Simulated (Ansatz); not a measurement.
## Sn9O16 (charge +2): geometry relaxation (part 1 of 3)

- system: Sn9O16 (defect cell, 25 atoms in the cell, total charge +2)
- method: DFT PBE, scalar-relativistic, plane waves, PAW, no spin polarisation (Ansatz 0.2.0)

The structure derives from a Materials Project entry. It belongs to a series of runs on one base structure; here: Sn interstitial, charge +2, atoms relaxed at the host's cell.

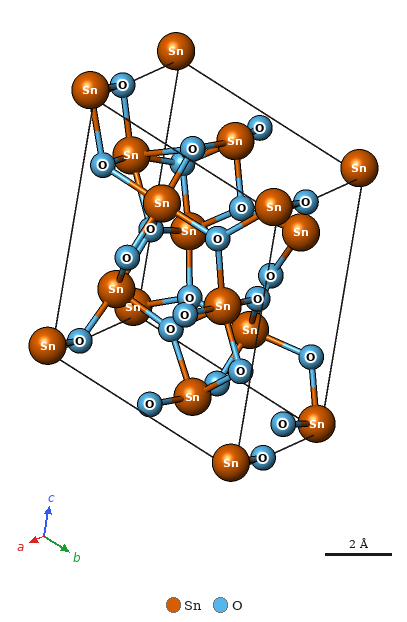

*The input geometry (ball-and-stick view of the cell of the calculation, seen slightly off an axis). An atom can appear more than once, as a periodic image.*

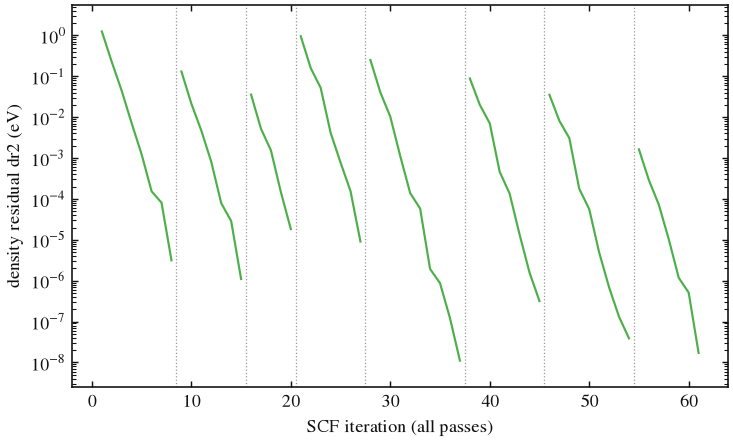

*Convergence of the self-consistent field: density residual dr2 against the SCF iteration. The dotted lines part the SCF passes of the relaxation: geometry steps, rejected trials and re-solves on a re-selected basis.*

The 8 passes take 5 to 10 iterations each, 61 in all.

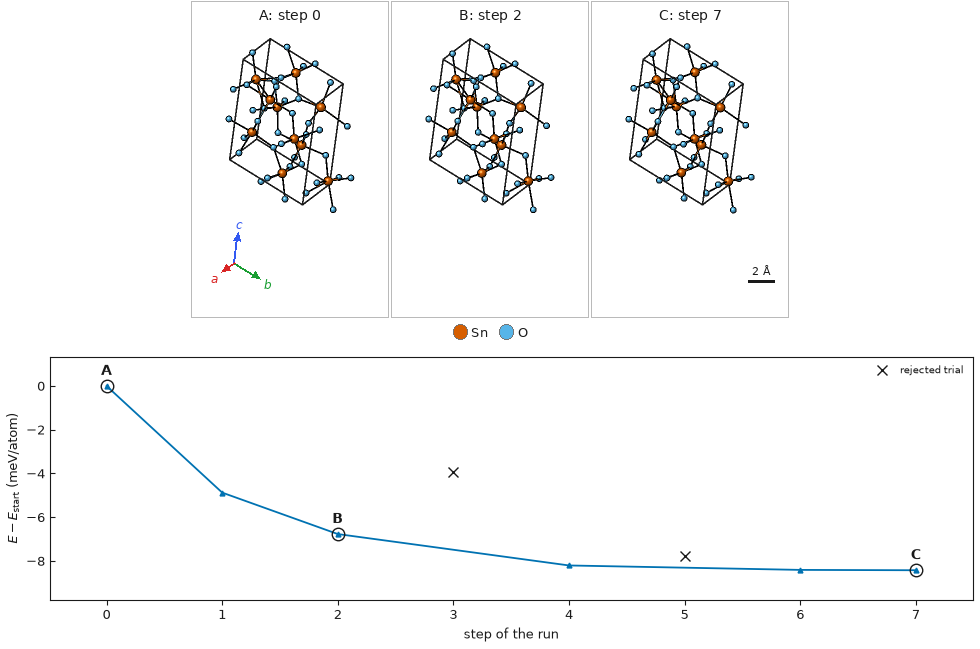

*Frames of the relaxation (ball-and-stick view of the cell of the calculation, with bonded neighbours outside it, seen slightly off an axis) above the curves, on which the letters mark them (the first geometry is step 0 here and step 1 in the log).*

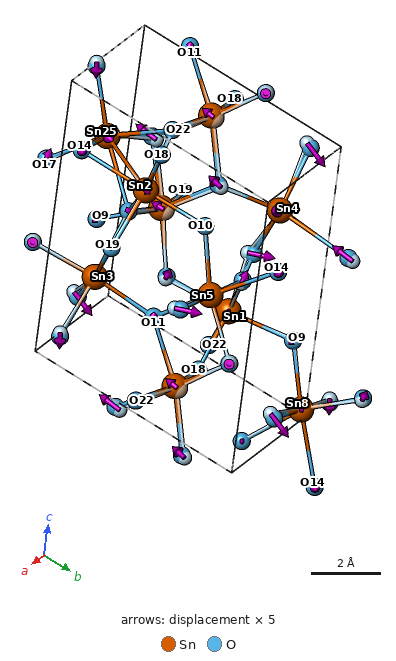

*Start (faint) and end (solid) with the displacements as pink arrows, magnified 5 times (ball-and-stick view of the cell of the calculation, with bonded neighbours outside it, seen slightly off an axis).*

The largest moves, 0.18 Å, are those of O21 and O24. By element the largest moves are O 0.18 Å, Sn 0.14 Å. The cell stays as it was. Among the contacts that change: Sn4–O12 2.709 → 2.535 Å, O22–Sn25 2.411 → 2.295 Å, O23–Sn25 2.388 → 2.292 Å, O20–Sn25 2.174 → 2.099 Å. Among the angles that change: O12–Sn4–O16 137.4° → 146.8°, O16–Sn4–Sn25 93.6° → 101.9°, Sn4–O21–Sn5 100.3° → 107.3°. After 7 geometry steps the energy has fallen by 8.4 meV per atom. Largest force component: 1 eV/Å at the start, 0.01 eV/Å at the end. The line search rejected the trial steps at points 3, 5 (counted from 0) and went back. (Atoms are counted from 1 in the order of the input.)

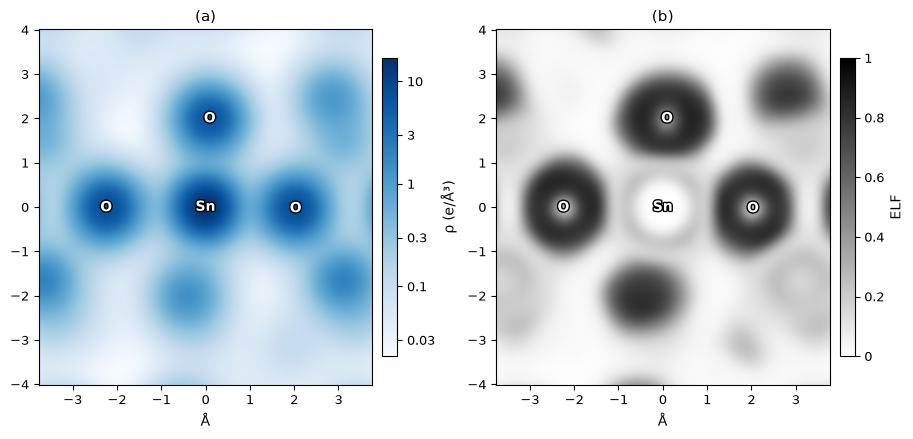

*(a) valence pseudo-density; (b) electron localisation function on the (101̄) plane of the calculation cell.*

Atoms in the plane: Sn and O. Sn–O (2.01 Å): the density is about 0.74 e/Å³ at the midpoint; the ELF is about 0.25 at the midpoint. Sn–O (2.04 Å): ρ is about 0.69 e/Å³ halfway; the ELF is about 0.25 at the midpoint. Sn–O (2.24 Å): the density is about 0.46 e/Å³ at the midpoint; the ELF is about 0.20 at the midpoint. Away from the nuclei the density in this plane falls to 0.02 e/Å³ at its lowest. In a PAW calculation such maps are meaningful between the atoms, not at the nuclei.

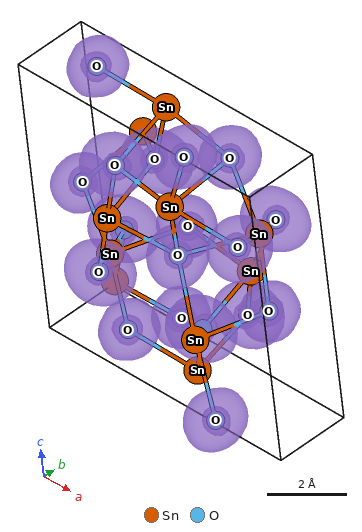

*Isosurface of the electron localisation function at 0.7 (purple), seen slightly off an axis. Only the valence region is drawn (cores and ρ < 0.01 e/Å³ removed). Sticks mark near contacts. The outline is the calculation cell.*

Along the contacts the grid gives the following. Sn–O (2.00 Å): the ELF is about 0.25 at the midpoint. Sn–Sn (2.75 Å): the ELF is about 0.50 at the midpoint.

The input and output of the run follow.

## The input
```yaml
crystal:
  lattice:
    - [-4.8271903445, -4.8271903445, 0.0]
    - [-4.8271903445, 4.8271903445, 0.0]
    - [4.8271903445, 0.0, -6.4763045098]
  atoms:
    - { symbol: Sn, position: [0.1257253207, 0.6176454329, 0.2440194166] }
    - { symbol: Sn, position: [0.9008234024, 0.381622721, 0.7492052179] }
    - { symbol: Sn, position: [0.6310014891, 0.1227064514, 0.2543865439] }
    - { symbol: Sn, position: [0.2565024449, 0.839705936, 0.7471227182] }
    - { symbol: Sn, position: [0.7411089611, 0.7033883532, 0.4704399196] }
    - { symbol: Sn, position: [0.5002048124, 0.5359291056, 0.0025594198] }
    - { symbol: Sn, position: [0.2468830035, 0.2825785966, 0.4958134423] }
    - { symbol: Sn, position: [1.0199187002, 0.9822397509, 0.0278838446] }
    - { symbol: O, position: [0.108839906, 0.9356037214, 0.2807663977] }
    - { symbol: O, position: [0.8962772035, 0.6839272328, 0.7491872769] }
    - { symbol: O, position: [0.5772821958, 0.4038625792, 0.2175371629] }
    - { symbol: O, position: [0.3361785158, 0.2296608764, 0.7491662452] }
    - { symbol: O, position: [0.1701525786, 0.3113303369, 0.237685079] }
    - { symbol: O, position: [0.8888221707, 0.0546220349, 0.7475695963] }
    - { symbol: O, position: [0.6817220702, 0.8227472128, 0.2607277308] }
    - { symbol: O, position: [0.4107885732, 0.5874169136, 0.7491956825] }
    - { symbol: O, position: [0.4544185598, 0.7582090521, 0.4804343545] }
    - { symbol: O, position: [0.1979641106, 0.527812828, 0.0044928352] }
    - { symbol: O, position: [0.94273402, 0.2725059403, 0.4939417893] }
    - { symbol: O, position: [0.723706275, 0.0213184373, 0.0199053201] }
    - { symbol: O, position: [0.0190345691, 0.6343714606, 0.4477443232] }
    - { symbol: O, position: [0.7931984485, 0.4464284541, -0.023919582] }
    - { symbol: O, position: [0.5663265563, 0.2195428466, 0.5222834966] }
    - { symbol: O, position: [0.3205370409, -0.0642528477, 0.050667103] }
    - { symbol: Sn, position: [0.5869112691, 1.0691451122, 0.7463405862] }
  host:
    lattice:
      - [4.8271903445, 0.0, 0.0]
      - [0.0, 4.8271903445, 0.0]
      - [0.0, 0.0, 3.2381522549]
    atoms:
      - { symbol: Sn, position: [0.5, 0.5, 0.5] }
      - { symbol: Sn, position: [0.0, 0.0, 0.0] }
      - { symbol: O, position: [0.1934234769, 0.8065765231, 0.5] }
      - { symbol: O, position: [0.8065765231, 0.1934234769, 0.5] }
      - { symbol: O, position: [0.3065765231, 0.3065765231, 0.0] }
      - { symbol: O, position: [0.6934234769, 0.6934234769, 0.0] }
total_charge: 2
basis:
  ecutwfc: 420
  xc_grid: 2
kpoints:
  mp_grid: { grid: [3, 3, 3], shift: [0.0, 0.0, 0.0] }
hamiltonian:
  xc: pbe
scf:
  occupations: { method: gaussian, width: 0.01 }
output:
  forces: true
  stress: false
  eigenvalues: true
  charged_corrections:
    defect_position: [0.625, 0.975, 0.75]
    epsilon: [[14.0248, 0.0, 0.0], [0.0, 14.0248, 0.0], [0.0, 0.0, 10.8937]]
  write_density: true
  write_potential: true
  elf: true
  volumetric_format: npy
relax:
  adjacent_minimum: "off"
  f_tol: 0.025
  max_steps: 45
```

Run as:
```bash
ansatz run input.yaml --threads 4 --pin off --max-ram 10240MiB --backend cpu --events-out ev --progress --plain --runs-dir out
```

## What the program printed
```
Engine: ansatz 0.2.0, aarch64-unknown-linux-gnu
Pseudopotentials: kind: paw
Pseudopotential: Sn, paw, valence charge 14, recommended cutoff 420 eV (normal), Sn.paw.azcp
Pseudopotential: O, paw, valence charge 6, recommended cutoff 420 eV (normal), O.paw.azcp
Functional definition: PBE
  parameter kappa = 0.804
  parameter beta = 0.06672455060314922
  exchange = pbe_x(kappa = kappa, mu = beta*pi^2/3)
  correlation = pbe_c(beta = beta)
Crystal: 25 atoms, lattice volume = 301.819 Å³
Basis set: ecut = 420 eV, 5921 PW (Γ), exchange–correlation on 96×96×108 points (8 copies of the dense FFT grid, shifted against one another)
Bands: 135, of which v1, the nominal top of the filled ones, is band 110 counted from 1 (109 counted from 0)
Symmetry: 1 space group operations
Space group: P1 (ITA 1), of the structure as read, at distance tolerance 6.7e-5 Å
k-points: 14 of 27 (time reversal used)
Non-local potential: Sn, projectors of the file, l = 0: 2, l = 1: 2, l = 2: 2, l = 3: 2
Non-local potential: O, projectors of the file, l = 0: 2, l = 1: 2, l = 2: 1
PAW form: soft (Blöchl's): semilocal exchange-correlation on the pseudo side does not see the compensation charge
PAW one-centre angular grid: Sn, 590 points (default); XC on 64 Gauss nodes
PAW one-centre angular grid: O, 110 points (default); XC on 64 Gauss nodes
Initial density: superposition of atomic densities (neutral atoms scaled as one to the charged cell's electrons: chi_scale 0, normalization atom), corrected by the library's trained network
Initial wavefunctions: pseudopotential atomic-orbital guess
Functional: x = pbe(κ = 0.804, μ = 0.2195149727645171), c = pbe(β = 0.06672455060314922)
SCF iter   1: F=—  HF=-63315.300569 eV  |F-HF|=—  |Δ(HF+E_count)|=         —  Δρ=2.28e-2  dr2=1.25e0  ethr=1.77e-3  ⟨swp⟩=6.0  Hψ=7465  notcnv=0  defer=67
preconditioner: auto → Resta (q_TF=auto, 2.588 Å⁻¹)  ε∞=3.7  [insulator: Δε(μ)=0.646 eV  Ē_g=19.454 eV  σ=0.010 eV  W_gap=1.00  n_scr=84 (ndim 8)  ℏωp=31.7 eV  f_vac=0.029  D(μ)=0.00/eV (n_scr^D=0)  ε∞_Penn≈3.7]
SCF iter   2: F=—  HF=-63314.831352 eV  |F-HF|=—  |Δ(HF+E_count)|=   4.69e-1  Δρ=9.08e-3  dr2=2.24e-1  ethr=5.69e-4  ⟨swp⟩=2.0  Hψ=3233  notcnv=0  defer=239
SCF iter   3: F=—  HF=-63314.731917 eV  |F-HF|=—  |Δ(HF+E_count)|=   9.94e-2  Δρ=3.68e-3  dr2=4.39e-2  ethr=1.02e-4  ⟨swp⟩=2.1  Hψ=3303  notcnv=0  defer=239
SCF iter   4: F=—  HF=-63314.718826 eV  |F-HF|=—  |Δ(HF+E_count)|=   1.31e-2  Δρ=1.52e-3  dr2=7.06e-3  ethr=1.99e-5  ⟨swp⟩=2.0  Hψ=2607  notcnv=0  defer=239
SCF iter   5: F=—  HF=-63314.717402 eV  |F-HF|=—  |Δ(HF+E_count)|=   1.42e-3  Δρ=6.31e-4  dr2=1.23e-3  ethr=3.21e-6  ⟨swp⟩=2.0  Hψ=2666  notcnv=0  defer=239
SCF iter   6: F=—  HF=-63314.717335 eV  |F-HF|=—  |Δ(HF+E_count)|=   6.68e-5  Δρ=2.13e-4  dr2=1.54e-4  ethr=5.61e-7  ⟨swp⟩=2.0  Hψ=2522  notcnv=0  defer=239
SCF iter   7: F=—  HF=-63314.717425 eV  |F-HF|=—  |Δ(HF+E_count)|=   9.06e-5  Δρ=1.72e-4  dr2=8.07e-5  ethr=7.00e-8  ⟨swp⟩=2.0  Hψ=2576  notcnv=0  defer=239
SCF iter   8: F=-63314.717423 eV  HF=-63314.717418 eV  |F-HF|=4.43e-6  |Δ(HF+E_count)|=   6.92e-6  Δρ=3.14e-5  dr2=3.15e-6  ethr=7.10e-9  ⟨swp⟩=17.7  Hψ=18080  notcnv=0
SCF 1 converged in 8 iterations: F = -63314.717423 eV  dr2 = 3.15e-6
  greatest PAW one-centre occupation: 0.996 electrons in one spin orbital (limit 2), on the Sn atom at site 4 (counted from 0), in its partial waves of l = 2
relax step   1: F+E_penalty+E_count = -63314.71742285 eV  Δ(F+E_penalty+E_count) = +0.000e0 eV  max|allowed force component| = 1.005e0 eV/Å  Δτ_max = 0.0000 Å  (8 SCF iters, dr2 threshold 1.56e-5 eV, accepted)
Initial density: handed on by an earlier stage of this run
Initial wavefunctions: those handed on with the density
iter 1 solved again at ethr=5.79e-5 eV; its pass at ethr=3.10e-3 eV (dr2=1.27e-1 eV) is discarded
SCF iter   1: F=—  HF=-63314.880759 eV  |F-HF|=—  |Δ(HF+E_count)|=         —  Δρ=8.57e-3  dr2=1.31e-1  ethr=5.79e-5  ⟨swp⟩=1.9  Hψ=6250  notcnv=0  defer=232
preconditioner: auto → Resta (q_TF=auto, 2.588 Å⁻¹)  ε∞=3.7  [insulator: Δε(μ)=0.709 eV  Ē_g=19.222 eV  σ=0.010 eV  W_gap=1.00  n_scr=84 (ndim 8)  ℏωp=31.7 eV  f_vac=0.035  D(μ)=0.00/eV (n_scr^D=0)  ε∞_Penn≈3.7]
SCF iter   2: F=—  HF=-63314.844267 eV  |F-HF|=—  |Δ(HF+E_count)|=   3.65e-2  Δρ=3.88e-3  dr2=2.14e-2  ethr=5.79e-5  ⟨swp⟩=2.9  Hψ=2887  notcnv=0  defer=232
SCF iter   3: F=—  HF=-63314.839892 eV  |F-HF|=—  |Δ(HF+E_count)|=   4.37e-3  Δρ=1.39e-3  dr2=4.71e-3  ethr=9.75e-6  ⟨swp⟩=2.9  Hψ=3247  notcnv=0  defer=232
SCF iter   4: F=—  HF=-63314.839303 eV  |F-HF|=—  |Δ(HF+E_count)|=   5.90e-4  Δρ=5.75e-4  dr2=8.11e-4  ethr=2.14e-6  ⟨swp⟩=2.1  Hψ=2851  notcnv=0  defer=232
SCF iter   5: F=—  HF=-63314.839250 eV  |F-HF|=—  |Δ(HF+E_count)|=   5.25e-5  Δρ=1.55e-4  dr2=7.89e-5  ethr=3.68e-7  ⟨swp⟩=2.0  Hψ=2438  notcnv=0  defer=232
SCF iter   6: F=—  HF=-63314.839259 eV  |F-HF|=—  |Δ(HF+E_count)|=   8.71e-6  Δρ=1.06e-4  dr2=2.89e-5  ethr=2.87e-8  ⟨swp⟩=19.5  Hψ=19352  notcnv=0
SCF iter   7: F=-63314.839257 eV  HF=-63314.839256 eV  |F-HF|=1.03e-6  |Δ(HF+E_count)|=   3.41e-6  Δρ=2.11e-5  dr2=1.10e-6  ethr=1.31e-8  ⟨swp⟩=12.2  Hψ=17207  notcnv=0
SCF 2 converged in 7 iterations: F = -63314.839257 eV  dr2 = 1.10e-6
relax step   2: F+E_penalty+E_count = -63314.83925669 eV  Δ(F+E_penalty+E_count) = -1.218e-1 eV  max|allowed force component| = 6.768e-1 eV/Å  Δτ_max = 0.0718 Å  (7 SCF iters, dr2 threshold 6.31e-5 eV, accepted)
SCF iter   1: F=—  HF=-63314.897919 eV  |F-HF|=—  |Δ(HF+E_count)|=         —  Δρ=4.17e-3  dr2=3.58e-2  ethr=1.17e-4  ⟨swp⟩=3.3  Hψ=4128  notcnv=0  defer=242
preconditioner: auto → Resta (q_TF=auto, 2.588 Å⁻¹)  ε∞=3.7  [insulator: Δε(μ)=0.660 eV  Ē_g=19.243 eV  σ=0.010 eV  W_gap=1.00  n_scr=84 (ndim 8)  ℏωp=31.7 eV  f_vac=0.035  D(μ)=0.00/eV (n_scr^D=0)  ε∞_Penn≈3.7]
SCF iter   2: F=—  HF=-63314.887938 eV  |F-HF|=—  |Δ(HF+E_count)|=   9.98e-3  Δρ=1.83e-3  dr2=5.22e-3  ethr=1.63e-5  ⟨swp⟩=3.0  Hψ=3878  notcnv=0  defer=242
SCF iter   3: F=—  HF=-63314.886838 eV  |F-HF|=—  |Δ(HF+E_count)|=   1.10e-3  Δρ=8.82e-4  dr2=1.54e-3  ethr=2.37e-6  ⟨swp⟩=2.0  Hψ=3296  notcnv=0  defer=242
SCF iter   4: F=—  HF=-63314.886621 eV  |F-HF|=—  |Δ(HF+E_count)|=   2.17e-4  Δρ=2.50e-4  dr2=1.47e-4  ethr=7.02e-7  ⟨swp⟩=2.0  Hψ=3273  notcnv=0  defer=242
SCF iter   5: F=-63314.886623 eV  HF=-63314.886632 eV  |F-HF|=8.67e-6  |Δ(HF+E_count)|=   1.13e-5  Δρ=8.05e-5  dr2=1.83e-5  ethr=1.30e-8  ⟨swp⟩=17.1  Hψ=17659  notcnv=0
SCF 3 converged in 5 iterations: F = -63314.886623 eV  dr2 = 1.83e-5
relax step   3: F+E_penalty+E_count = -63314.88662350 eV  Δ(F+E_penalty+E_count) = -4.737e-2 eV  max|allowed force component| = 3.126e-1 eV/Å  Δτ_max = 0.0332 Å  (5 SCF iters, dr2 threshold 2.86e-5 eV, accepted)
iter 1 solved again at ethr=4.31e-4 eV; its pass at ethr=3.10e-3 eV (dr2=9.47e-1 eV) is discarded
SCF iter   1: F=—  HF=-63315.148562 eV  |F-HF|=—  |Δ(HF+E_count)|=         —  Δρ=2.32e-2  dr2=9.54e-1  ethr=4.31e-4  ⟨swp⟩=1.2  Hψ=7398  notcnv=0  defer=244
preconditioner: auto → Resta (q_TF=auto, 2.588 Å⁻¹)  ε∞=3.7  [insulator: Δε(μ)=0.460 eV  Ē_g=19.334 eV  σ=0.010 eV  W_gap=1.00  n_scr=84 (ndim 8)  ℏωp=31.7 eV  f_vac=0.036  D(μ)=0.00/eV (n_scr^D=0)  ε∞_Penn≈3.7]
SCF iter   2: F=—  HF=-63314.854624 eV  |F-HF|=—  |Δ(HF+E_count)|=   2.94e-1  Δρ=1.04e-2  dr2=1.59e-1  ethr=4.31e-4  ⟨swp⟩=2.4  Hψ=3293  notcnv=0  defer=244
SCF iter   3: F=—  HF=-63314.822577 eV  |F-HF|=—  |Δ(HF+E_count)|=   3.20e-2  Δρ=4.61e-3  dr2=5.23e-2  ethr=7.21e-5  ⟨swp⟩=3.0  Hψ=3347  notcnv=0  defer=246
SCF iter   4: F=—  HF=-63314.814917 eV  |F-HF|=—  |Δ(HF+E_count)|=   7.66e-3  Δρ=1.32e-3  dr2=4.17e-3  ethr=2.38e-5  ⟨swp⟩=2.0  Hψ=2604  notcnv=0  defer=246
SCF iter   5: F=—  HF=-63314.815400 eV  |F-HF|=—  |Δ(HF+E_count)|=   4.84e-4  Δρ=5.43e-4  dr2=7.75e-4  ethr=1.90e-6  ⟨swp⟩=2.1  Hψ=3186  notcnv=0  defer=243
SCF iter   6: F=—  HF=-63314.815355 eV  |F-HF|=—  |Δ(HF+E_count)|=   4.57e-5  Δρ=2.40e-4  dr2=1.56e-4  ethr=3.52e-7  ⟨swp⟩=2.0  Hψ=2621  notcnv=0  defer=243
SCF iter   7: F=-63314.815351 eV  HF=-63314.815347 eV  |F-HF|=3.21e-6  |Δ(HF+E_count)|=   7.37e-6  Δρ=5.78e-5  dr2=9.07e-6  ethr=9.47e-9  ⟨swp⟩=17.6  Hψ=18914  notcnv=0
SCF 4 converged in 7 iterations: F = -63314.815351 eV  dr2 = 9.07e-6
relax step   4: F+E_penalty+E_count = -63314.81535055 eV  Δ(F+E_penalty+E_count) = +7.127e-2 eV  max|allowed force component| = 6.464e-1 eV/Å  Δτ_max = 0.2000 Å  (7 SCF iters, dr2 threshold 2.08e-5 eV, rejected (line search))
```
